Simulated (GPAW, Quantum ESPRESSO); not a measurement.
**BN (P6_3/mmc): the B K absorption edge**

Do two independent programs agree on the B K edge of BN (P6_3/mmc)? The same cell and functional are run with XSpectra and with GPAW.

Program: Quantum ESPRESSO 7.5. Level of theory: core-hole supercells, plane-wave PAW PBE (first program; GPAW 26.7.0 follows as the second). Results are calculated unless marked as measured.

An experiment to compare with: “Outstanding Thermal Conductivity of Single Atomic Layer Isotope-Modified Boron Nitride” (2020, arxiv:2008.00443). The in-plane thermal conductivity of suspended one- to three-layer hexagonal boron nitride enriched in boron-10 or boron-11 was measured near room temperature by the optothermal Raman technique. Raman, X-ray absorption and electron diffraction were used to characterise the exfoliated sheets and their parent crystals. It reports B K-edge features by NEXAFS at 55 deg incidence on isotopically pure and natural BN, same position in all; the values are set beside the results at the end.

The database entry behind the starting cell differs from later determinations by our own check (about 0.3 % short, minor phase), so it need not match the best structure at ambient conditions.

### Step 1. The starting structure

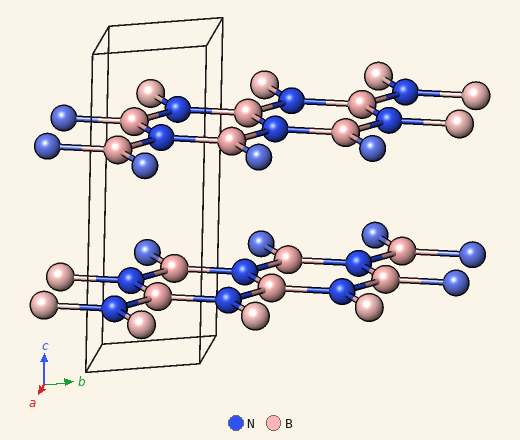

The starting structure, seen slightly off an axis (nitrogen blue, boron pink). 2×3×1 cells are drawn. Some periodic images of atoms are drawn too.

### Step 2. The field without a hole (Quantum ESPRESSO)

A plain self-consistent run shows whether there is a gap, which decides the set-up of the core-hole run.

Contents of scf.in:

```
&control
   calculation='scf', prefix='x', pseudo_dir='../pp', outdir='tmp', tprnfor=.true.
/
&system
   ibrav=0, nat=4, ntyp=3, nbnd=12
   ecutwfc=56, ecutrho=360
   occupations='smearing', smearing='mv', degauss=0.015
/
&electrons
   conv_thr=4.0e-08, electron_maxstep=120
   mixing_beta=0.5
/
ATOMIC_SPECIES
N 1.0 N.pbe-n-kjpaw.UPF
B3 1.0 B.pbe-n-kjpaw.UPF
B 1.0 B.pbe-n-kjpaw.UPF
CELL_PARAMETERS angstrom
  2.49824000 0.00000000 0.00000000
  -1.24912000 2.16353930 0.00000000
  0.00000000 0.00000000 6.63570000
ATOMIC_POSITIONS crystal
N    0.66666667 0.33333333 0.25000000
N    0.33333333 0.66666667 0.75000000
B3   0.66666667 0.33333333 0.75000000
B    0.33333333 0.66666667 0.25000000
K_POINTS automatic
12 12 4 0 0 0
```

Contents of N.pbe-n-kjpaw.ld1.in:

```
&input
   title='N', zed=7., rel=1, iswitch=3, dft='PBE',
   config='[He] 2s2 2p3'
/
&inputp
   file_pseudopw='N.pbe-n-kjpaw.UPF', author='',
   lpaw=.true.,
   pseudotype=3,
   lloc=-1,
   rcloc=1.2,
   which_augfun='PSQ',
   rmatch_augfun_nc=.true.,
   nlcc=.true.,
   new_core_ps=.true.,
   rcore=0.7,
   tm=.true.,
   lgipaw_reconstruction=.true., use_paw_as_gipaw=.true.
/
4
2S  1  0  2.00  0.00  1.00  1.30  0.0
2S  1  0  0.00  2.00  1.00  1.30  0.0
2P  2  1  3.00  0.00  0.90  1.35  0.0
2P  2  1  0.00  0.05  0.90  1.35  0.0
```

Contents of B.pbe-n-kjpaw.ld1.in:

```
&input
   title='B', zed=5., rel=1, iswitch=3, dft='PBE',
   config='[He] 2s2 2p1'
/
&inputp
   file_pseudopw='B.pbe-n-kjpaw.UPF', author='',
   lpaw=.true.,
   pseudotype=3,
   lloc=-1,
   rcloc=1.2,
   which_augfun='PSQ',
   rmatch_augfun_nc=.true.,
   nlcc=.true.,
   new_core_ps=.true.,
   rcore=0.9,
   tm=.true.,
   lgipaw_reconstruction=.true., use_paw_as_gipaw=.true.
/
4
2S  1  0  2.00  0.00  1.00  1.20  0.0
2S  1  0  0.00  3.00  1.00  1.20  0.0
2P  2  1  1.00  0.00  1.00  1.40  0.0
2P  2  1  0.00  1.50  1.00  1.40  0.0
```

Started as:

```bash
$ OMP_NUM_THREADS=1 mpirun --oversubscribe --bind-to none -np 4 pw.x -nk 4 -in scf.in > scf.out
```

Log:

```text
     [... banner and references ...]
using ibrav=0 with symmetry is DISCOURAGED, use correct ibrav instead

     G-vector sticks info
     --------------------

     Using Slab Decomposition

     bravais-lattice index     =            0
     lattice parameter (alat)  =       4.7210  a.u.
     unit-cell volume          =     242.0373 (a.u.)^3
     number of atoms/cell      =            4
     number of atomic types    =            3
     number of electrons       =        16.00
     number of Kohn-Sham states=           12
     kinetic-energy cutoff     =      56.0000  Ry
     charge density cutoff     =     360.0000  Ry
     scf convergence threshold =      4.0E-08
     mixing beta               =       0.5000
     number of iterations used =            8  plain     mixing
     Exchange-correlation= SLA  PW   PBX  PBC
                           (   1   4   3   4   0   0   0)

     celldm(1)=   4.720989  celldm(2)=   0.000000  celldm(3)=   0.000000
     celldm(4)=   0.000000  celldm(5)=   0.000000  celldm(6)=   0.000000

     crystal axes: (cart. coord. in units of alat)
               a(1) = (   1.000000   0.000000   0.000000 )
               a(2) = (  -0.500000   0.866025   0.000000 )
               a(3) = (   0.000000   0.000000   2.656150 )

     reciprocal axes: (cart. coord. in units 2 pi/alat)
               b(1) = (  1.000000  0.577350 -0.000000 )
               b(2) = (  0.000000  1.154701  0.000000 )
               b(3) = (  0.000000 -0.000000  0.376485 )

     ../pp/N.pbe-n-kjpaw.UPF
     Pseudo is Projector augmented-wave + core cor, Zval =  5.0
     Shape of augmentation charge: PSQ
     Using radial grid of 1085 points,  4 beta functions with:
                l(1) =   0
                l(2) =   0
                l(3) =   1
                l(4) =   1
     Q(r) pseudized with 0 coefficients

     ../pp/B.pbe-n-kjpaw.UPF
     Pseudo is Projector augmented-wave + core cor, Zval =  3.0
     Shape of augmentation charge: PSQ
     Using radial grid of 1059 points,  4 beta functions with:
                l(1) =   0
[...]
Q(r) pseudized with 0 coefficients

     ../pp/B.pbe-n-kjpaw.UPF
     Pseudo is Projector augmented-wave + core cor, Zval =  3.0
     Shape of augmentation charge: PSQ
     Using radial grid of 1059 points,  4 beta functions with:
[...]
l(2) =   0
                l(3) =   1
                l(4) =   1
     Q(r) pseudized with 0 coefficients

     atomic species   valence    mass     pseudopotential
     N                 5.00     1.00000     N ( 1.00)
     B3                3.00     1.00000     B ( 1.00)
     B                 3.00     1.00000     B ( 1.00)

     12 Sym. Ops. (no inversion) found ( 6 have fractional translation)

   Cartesian axes

     site n.     atom                  positions (alat units)
         1        N      tau(   1) = (   0.5000000   0.2886751   0.6640375  )
         2        N      tau(   2) = (  -0.0000000   0.5773503   1.9921124  )
         3        B3     tau(   3) = (   0.5000000   0.2886751   1.9921124  )
         4        B      tau(   4) = (  -0.0000000   0.5773503   0.6640375  )

     number of k points=    57  Marzari-Vanderbilt smearing, width (Ry)=  0.0150
                       cart. coord. in units 2pi/alat
        k(    1) = (   0.0000000   0.0000000   0.0000000), wk =   0.0034722
        k(    2) = (   0.0000000   0.0000000   0.0941212), wk =   0.0069444
        k(    3) = (   0.0000000   0.0000000  -0.1882424), wk =   0.0034722
        k(    4) = (   0.0000000   0.0962250   0.0000000), wk =   0.0208333
        k(    5) = (   0.0000000   0.0962250   0.0941212), wk =   0.0416667
[...]
k(   55) = (   0.3333333   0.5773503   0.0000000), wk =   0.0069444
        k(   56) = (   0.3333333   0.5773503   0.0941212), wk =   0.0138889
        k(   57) = (   0.3333333   0.5773503  -0.1882424), wk =   0.0069444

[...]
iteration #  5     ecut=    56.00 Ry     beta= 0.50
     Davidson diagonalization with overlap
     ethr =  7.91E-06,  avg # of iterations =  4.1

     total energy              =     -79.72510365 Ry
     estimated scf accuracy    <       0.00015684 Ry

     iteration #  6     ecut=    56.00 Ry     beta= 0.50
     Davidson diagonalization with overlap
     ethr =  9.80E-07,  avg # of iterations =  2.5

     total energy              =     -79.72512345 Ry
     estimated scf accuracy    <       0.00000288 Ry

     iteration #  7     ecut=    56.00 Ry     beta= 0.50
     Davidson diagonalization with overlap
     ethr =  1.80E-08,  avg # of iterations =  2.9

     total energy              =     -79.72512523 Ry
     estimated scf accuracy    <       0.00000079 Ry

     iteration #  8     ecut=    56.00 Ry     beta= 0.50
     Davidson diagonalization with overlap
     ethr =  4.93E-09,  avg # of iterations =  1.9

     End of self-consistent calculation

          k = 0.0000 0.0000 0.0000 (  1733 PWs)   bands (ev):

   -13.0689 -12.7737  -1.4777   0.6496   3.4640   3.4640   3.5012   3.5012
    10.0549  15.1251  16.4634  16.4634

          k = 0.0000 0.0000 0.0941 (  1722 PWs)   bands (ev):

   -13.0279 -12.8194  -1.2183   0.2647   3.4695   3.4695   3.4958   3.4958
    10.7567  14.2331  16.4811  16.4832

          k = 0.0000 0.0000-0.1882 (  1758 PWs)   bands (ev):

   -12.9261 -12.9260  -0.5355  -0.5354   3.4825   3.4825   3.4826   3.4826
    12.4293  12.4293  16.5246  16.5247

          k = 0.0000 0.0962 0.0000 (  1721 PWs)   bands (ev):

   -12.9322 -12.6415  -1.2897   0.8186   2.9032   2.9357   3.2003   3.2415
    10.3033  15.0349  16.3013  16.5035

          k = 0.0000 0.0962 0.0941 (  1723 PWs)   bands (ev):

   -12.8918 -12.6865  -1.0327   0.4367   2.9095   2.9340   3.2063   3.2355
    10.9875  14.2828  16.3536  16.4887

          k = 0.0000 0.0962-0.1882 (  1738 PWs)   bands (ev):

[...]
k = 0.0000 0.1925 0.0000 (  1714 PWs)   bands (ev):

[...]
k = 0.0000 0.1925-0.1882 (  1730 PWs)   bands (ev):

[...]
k = 0.0000 0.2887-0.1882 (  1716 PWs)   bands (ev):

[...]
k = 0.0000 0.3849-0.1882 (  1710 PWs)   bands (ev):

[...]
k = 0.0000-0.5774 0.0000 (  1732 PWs)   bands (ev):

[...]
k = 0.0000-0.5774 0.0941 (  1712 PWs)   bands (ev):

[...]
k = 0.0000-0.5774-0.1882 (  1700 PWs)   bands (ev):

[...]
k = 0.2500 0.4330-0.1882 (  1720 PWs)   bands (ev):

[...]
k = 0.2500 0.5292 0.0941 (  1706 PWs)   bands (ev):

[...]
k = 0.2500 0.5292-0.1882 (  1700 PWs)   bands (ev):

[...]
k = 0.3333 0.5774 0.0000 (  1710 PWs)   bands (ev):

    -9.2212  -9.2211  -3.2407  -3.0803  -2.3769  -2.3768   4.6997   4.6998
     9.6659   9.6660  15.6126  18.0833

          k = 0.3333 0.5774 0.0941 (  1701 PWs)   bands (ev):

    -9.2210  -9.2210  -3.2177  -3.1043  -2.3804  -2.3803   4.7393   4.7394
     9.5573   9.5574  15.9353  18.4025

          k = 0.3333 0.5774-0.1882 (  1716 PWs)   bands (ev):

    -9.2209  -9.2208  -3.1616  -3.1615  -2.3839  -2.3839   4.7799   4.7800
     9.4502   9.4502  16.8457  16.8457

     the Fermi energy is     7.1110 ev

!    total energy              =     -79.72512534 Ry
     total all-electron energy =      -318.801416 Ry
     estimated scf accuracy    <       0.00000001 Ry
     smearing contrib. (-TS)   =      -0.00000000 Ry
     internal energy E=F+TS    =     -79.72512534 Ry

     The total energy is F=E-TS. E is the sum of the following terms:
     one-electron contribution =     -15.42369224 Ry
     hartree contribution      =      16.48611800 Ry
     xc contribution           =     -17.68209726 Ry
     ewald contribution        =     -36.74426615 Ry
     one-center paw contrib.   =     -26.36118769 Ry

     convergence has been achieved in   8 iterations

     Forces acting on atoms (cartesian axes, Ry/au):

     atom    1 type  1   force =    -0.00000000   -0.00000000    0.00000000
     atom    2 type  1   force =     0.00000000    0.00000000    0.00000000
     atom    3 type  2   force =    -0.00000000   -0.00000000    0.00000000
     atom    4 type  3   force =     0.00000000    0.00000000    0.00000000

     Total force =     0.000000     Total SCF correction =     0.000000

     XML data file, charge density, pseudopotentials, collected wavefunctions

=------------------------------------------------------------------------------=
   JOB DONE.
=------------------------------------------------------------------------------=
```

Wall time 5.7 s (4 MPI ranks of Arm Neoverse V1, shared host); peak memory 0.07 GiB; 23 s of CPU time.

Absorbing atoms carry a label of their own (element plus a letter or digit), as the spectrum program needs them as separate species.

The mesh shows a gap of 4.30 eV, so the hole is first treated in a charged cell, without the excited electron.

### Step 3. Spectrum without a core hole, B atom 3 (Quantum ESPRESSO)

Without a hole the spectrum is the empty density of states of the right symmetry on the absorber, weighted by matrix elements. It needs only the small cell and serves as the baseline.

The absorber has 3 N at 1.44 Å (trigonal planar, site symmetry -6m2).

Contents of xspectra.in:

```
&input_xspectra
   calculation='xanes_dipole', edge='K'
   prefix='x', outdir='tmp', xiabs=2, xe0=6.9302
   xonly_plot=.false., x_save_file='xanes.sav'
   xniter=3000, xcheck_conv=20, xerror=0.005
   xcoordcrys=.false., xepsilon(1)=1, xepsilon(2)=0, xepsilon(3)=0
/
&plot
   xnepoint=413, xemin=-10, xemax=45, terminator=.true., cut_occ_states=.true.
   xgamma=0.4
/
&pseudos
   filecore='../B.wfc'
/
&cut_occ
   cut_desmooth=0.1, cut_stepl=0.05, cut_stepu=0.05, cut_ierror=1e-5
/
10 10 4 0 0 0
```

Started as:

```bash
$ OMP_NUM_THREADS=1 mpirun --oversubscribe --bind-to none -np 4 xspectra.x -nk 4 -in xspectra.in > xspectra.out
```

Log:

```text
     [... banner and references ...]
Reading input_file

     calculation: xanes_dipole

     xepsilon  [cartesian coordinates]:   1.000000   0.000000   0.000000

     xonly_plot: FALSE
        => complete calculation: Lanczos + spectrum plot

     filecore (core-wavefunction file): ../B.wfc

     main plot parameters:
        cut_occ_states: TRUE
        gamma_mode:  constant
        -> using xgamma [eV]:  0.40
        xemin [eV]: -10.00
        xemax [eV]:  45.00
        xnepoint:  413
        xe0 [eV]:   6.930200 (energy zero read in input file)

[...]
Results of STEP 1 successfully written in x_save_file
     x_save_file name:
     ->  xanes.sav
     x_save_file version:  2

     ... End STEP 1 ...

     ... Begin STEP 2 ...

     The spectrum is calculated using the following parameters:
        xe0 [eV]:    6.9302
        the occupied states are elimintate from the spectrum
        xemin [eV]: -10.00
        xemax [eV]:  45.00
        xnepoint:  413
        constant broadening parameter [eV]:    0.400
        Core level energy [eV]:  -188.0
         (from electron binding energy of neutral atoms in X-ray data booklet)

     Cross-section successfully written in xanes.dat

     ... End STEP 2 ...

                                END JOB XSpectra
```

Run time: 43 s. Hardware: 4 MPI ranks; peak memory 0.08 GiB; 2.9 min of CPU time.

The B K spectrum, B atom 3, no core hole (energy from the lowest empty level; intensity scaled to a mean of 1 over the first 20 eV; the points at xe0, where the cut of filled states can leave a spike, are interpolated; polarised curves are means over the symmetry-equivalent atoms):

```tsv
E (eV)	isotropic	ε ⊥ c	ε ∥ c
-2.0	0.06	0.02	0.15
-0.5	0.21	0.02	0.60
1.0	1.12	0.03	3.31
2.5	0.67	0.05	1.91
4.0	0.39	0.10	0.97
5.5	0.52	0.34	0.86
7.0	1.35	1.47	1.09
8.5	1.41	1.45	1.33
10.0	0.91	0.91	0.91
11.5	1.27	1.15	1.51
13.0	1.16	1.39	0.69
14.5	1.03	1.16	0.76
16.0	1.36	1.72	0.65
17.5	1.07	1.36	0.50
19.0	0.63	0.65	0.59
20.5	0.73	0.82	0.56
22.0	1.32	1.71	0.54
23.5	2.47	3.35	0.71
25.0	1.62	2.14	0.57
26.5	0.89	1.09	0.49
28.0	0.53	0.35	0.91
29.5	0.63	0.35	1.18
31.0	0.74	0.32	1.56
```

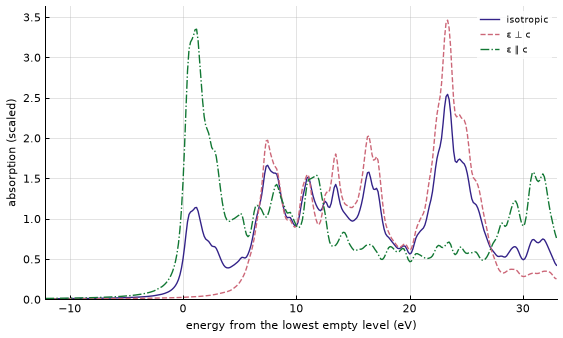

The B K edge, B atom 3, no core hole: main maxima at 7.5, 16.4 and 23.4 eV.

Main maxima below 24 eV (height): 1.2 eV (1.14), 7.5 eV (1.66), 11.1 eV (1.52), 12.5 eV (1.22), 13.5 eV (1.43), 16.4 eV (1.58) and 23.4 eV (2.54). A K edge sees empty p states; at this planar three-fold site the curve for the electric vector normal to the plane peaks at 1.2 eV, where it is mainly π* that absorbs: that direction carries over 70 % of the weight there.

### Step 4. Another broadening

The final state's lifetime shortens with energy, so measured features broaden above the edge; the saved Lanczos coefficients are redrawn with a width that grows.

Contents of xspectra_plot.in:

```
&input_xspectra
   calculation='xanes_dipole', edge='K'
   prefix='x', outdir='tmp', xiabs=2, xe0=6.9302
   xonly_plot=.true., x_save_file='xanes.sav'
   xniter=3000, xcheck_conv=20, xerror=0.005
   xcoordcrys=.false., xepsilon(1)=1, xepsilon(2)=0, xepsilon(3)=0
/
&plot
   xnepoint=413, xemin=-10, xemax=45, terminator=.true., cut_occ_states=.true.
   gamma_mode='variable', gamma_energy(1)=4, gamma_energy(2)=25, gamma_value(1)=0.3, gamma_value(2)=2.5
/
&pseudos
   filecore='../B.wfc'
/
&cut_occ
   cut_desmooth=0.1, cut_stepl=0.05, cut_stepu=0.05, cut_ierror=1e-5
/
10 10 4 0 0 0
```

Started as:

```bash
$ OMP_NUM_THREADS=1 xspectra.x -in xspectra_plot.in > xspectra_plot.out
```

Log:

```text
     [... banner and references ...]
Reading input_file
     -------------------------------------------------------------------------

     calculation: xanes_dipole

     xonly_plot: TRUE
        => only the spectrum plot

     main plot parameters:
        cut_occ_states: TRUE
        gamma_mode:  variable
        -> first, constant up to point ( 4.00, 0.30) [eV]
        -> then, linear up to point (25.00, 2.50) [eV]
        -> finally, constant up to xemax
        xemin [eV]: -10.00
        xemax [eV]:  45.00
        xnepoint:  413
[...]
xemin [eV]: -10.00
        xemax [eV]:  45.00
        xnepoint:  413
        energy-dependent broadening parameter:
         -> first, constant up to point ( 4.00, 0.30) [eV]
         -> then, linear up to point (25.00, 2.50) [eV]
         -> finally, constant up to xemax
        Core level energy [eV]:  -188.0
         (from electron binding energy of neutral atoms in X-ray data booklet)

     Cross-section successfully written in xanes.dat

     -------------------------------------------------------------------------
                                END JOB XSpectra
     -------------------------------------------------------------------------
[key lines of the parts left out:]
Fermi level [eV]:   4.7800
```

Run time: 7.6 s. Hardware: 1 MPI rank; peak memory 0.05 GiB.

With a Lorentzian half width 0.3 eV up to 4 eV, rising linearly to 2.5 eV at 25 eV (counted from xe0, 2.2 eV below the zero used here), the maxima are 0.5 eV (1.21), 1.2 eV (1.28), 7.7 eV (1.37), 11.1 eV (1.20) and 23.5 eV (1.30).

### Step 5. Supercell without a hole, the energy reference (Quantum ESPRESSO)

The photon energy needs a difference of total energies, so the cell and mesh of the coming hole run are first run without a hole.

Contents of scf.in:

```
&control
   calculation='scf', prefix='x', pseudo_dir='../pp', outdir='tmp', tprnfor=.true.
/
&system
   ibrav=0, nat=28, ntyp=2, nbnd=60
   ecutwfc=56, ecutrho=360
   occupations='fixed'
/
&electrons
   conv_thr=2.8e-07, electron_maxstep=120
   mixing_beta=0.5
/
ATOMIC_SPECIES
N 1.0 N.pbe-n-kjpaw.UPF
B 1.0 B.pbe-n-kjpaw.UPF
CELL_PARAMETERS angstrom
  6.24560000 2.16353930 0.00000000
  -4.99648000 4.32707861 0.00000000
  0.00000000 0.00000000 6.63570000
ATOMIC_POSITIONS crystal
N    0.23809524 0.04761905 0.25000000
N    0.38095238 0.47619048 0.25000000
N    0.52380952 0.90476190 0.25000000
N    0.66666667 0.33333333 0.25000000
N    0.80952381 0.76190476 0.25000000
N    0.95238095 0.19047619 0.25000000
N    0.09523810 0.61904762 0.25000000
N    0.19047619 0.23809524 0.75000000
N    0.33333333 0.66666667 0.75000000
N    0.47619048 0.09523810 0.75000000
N    0.61904762 0.52380952 0.75000000
N    0.76190476 0.95238095 0.75000000
N    0.90476190 0.38095238 0.75000000
N    0.04761905 0.80952381 0.75000000
B    0.23809524 0.04761905 0.75000000
B    0.38095238 0.47619048 0.75000000
B    0.52380952 0.90476190 0.75000000
B    0.66666667 0.33333333 0.75000000
B    0.80952381 0.76190476 0.75000000
B    0.95238095 0.19047619 0.75000000
B    0.09523810 0.61904762 0.75000000
B    0.19047619 0.23809524 0.25000000
B    0.33333333 0.66666667 0.25000000
B    0.47619048 0.09523810 0.25000000
B    0.61904762 0.52380952 0.25000000
B    0.76190476 0.95238095 0.25000000
B    0.90476190 0.38095238 0.25000000
B    0.04761905 0.80952381 0.25000000
K_POINTS automatic
3 3 3 0 0 0
```

Started as:

```bash
$ OMP_NUM_THREADS=1 mpirun --oversubscribe --bind-to none -np 4 pw.x -nk 4 -in scf.in > scf.out
```

Log:

```text
     [... banner and references ...]
[banner, memory and clock lines left out]
Found identity + (  0.1429  0.4286  0.0000) symmetry
     This is a supercell, fractional translations are disabled
     using ibrav=0 with symmetry is DISCOURAGED, use correct ibrav instead

     G-vector sticks info

     bravais-lattice index     =            0
     lattice parameter (alat)  =      12.4906  a.u.
     unit-cell volume          =    1694.2611 (a.u.)^3
     number of atoms/cell      =           28
[...]
Forces acting on atoms (cartesian axes, Ry/au):

     atom    1 type  1   force =     0.00000224    0.00005092   -0.00000067
     atom    2 type  1   force =    -0.00003841    0.00003033    0.00000028
     atom    3 type  1   force =    -0.00000707   -0.00004843    0.00000028
[...]
atom   27 type  2   force =    -0.00028976    0.00022013    0.00012388
     atom   28 type  2   force =     0.00045708    0.00041996    0.00012727

     Total force =     0.001828     Total SCF correction =     0.000033

     XML data file, charge density, pseudopotentials, collected wavefunctions
[key lines of the parts left out:]
!    total energy              =    -558.07592752 Ry
convergence has been achieved in  10 iterations
```

It took 48 s on 4 MPI ranks; peak memory 0.27 GiB; 3.2 min of CPU time.

Reference energy: -30362.600 eV with the cores included.

(Part 1 of 6 ends here.)

[Banner, clock and machine lines of the logs are left out without a mark of their own.]

[Logs are printed without paths, hosts, clocks, repeated set-up lines and the standing remarks that a program may print on its own settings, such as how far it seeks lower states.]

[Hosts, paths, dates, database ids (printed as entryN), source tags and the programs' standing remarks are cut or masked in the printed files.]

[Lists of maxima count a maximum above −3 eV only where it reaches 4 % of the highest in the window and stands out from its surroundings by 2 % of it (1.5 % where it reaches 55 %); shoulders and weaker maxima are passed over, and of the rest the first, up to two pre-edge ones and the few strongest are named.]
